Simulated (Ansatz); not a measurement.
System: Y.

Input

```
crystal:
  lattice:
    - [3.5681856401, 0.0, 0.0]
    - [-1.7840928201, 3.0901394097, 0.0]
    - [0.0, 0.0, 11.6023455607]
  atoms:
    - { symbol: "Y", position: [0.6666666667, 0.3333333333, 0.75] }
    - { symbol: "Y", position: [0.0, 0.0, 0.5] }
    - { symbol: "Y", position: [0.3333333333, 0.6666666667, 0.25] }
    - { symbol: "Y", position: [0.0, 0.0, 0.0] }
hamiltonian:
  xc: pbe
  pseudopotentials: { kind: paw }
kpoints:
  mp_grid: { grid: [8, 8, 3] }
scf:
  occupations: { method: fermi_dirac, width: 0.05 }
output:
  forces: true
  stress: true
  eigenvalues: true
  write_density: true
  write_potential: true
  elf: true
  volumetric_format: npy
```

Command:

```sh
ansatz run input.yaml --threads 2 --pin off --max-ram 5120MiB --backend cpu --events-out ev --progress --plain --runs-dir out
```

Below, planes, directions and counts refer to the conventional cell (a = 3.57 Å, b = 3.57 Å, c = 11.60 Å, α = 90.00°, β = 90.00°, γ = 120.00°).

Space group P6₃/mmc; a structure from a database of computed crystals, not necessarily the ambient phase.

Level of theory: Kohn-Sham DFT of a periodic cell, PBE, Ansatz PAW in Ansatz 0.2.0.

What can the converged valence pseudo-density and electron localisation function tell about the bonding?

Answer. Y–Y (3.57 Å): ρ is about 0.1 e/Å³ halfway; the ELF is about 0.20 at the midpoint: no shared electron pair shows on this line.

Does the calculation give a band gap?

Answer. It is metallic or semimetallic at this level of theory: no gap opens.

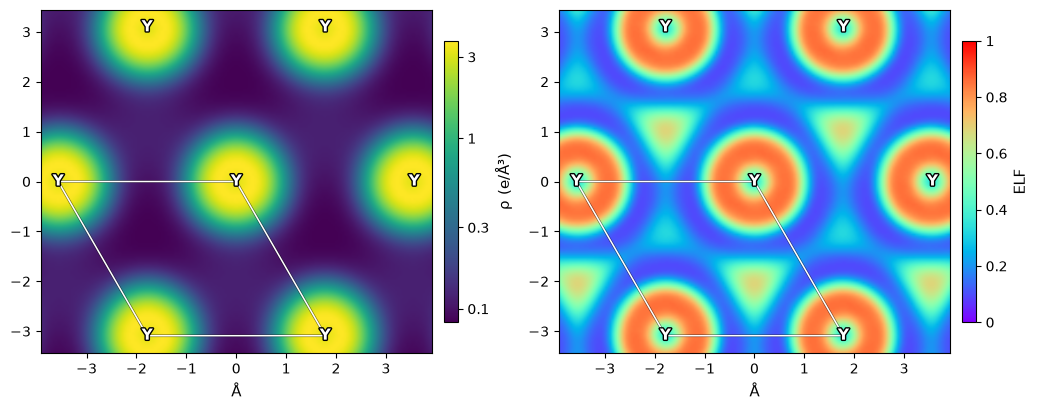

Computed valence pseudo-density and electron localisation function on the (001) plane of the conventional cell, in this order. 

Core electrons are frozen (PAW), and the valence fields are smoothed inside the atomic spheres.
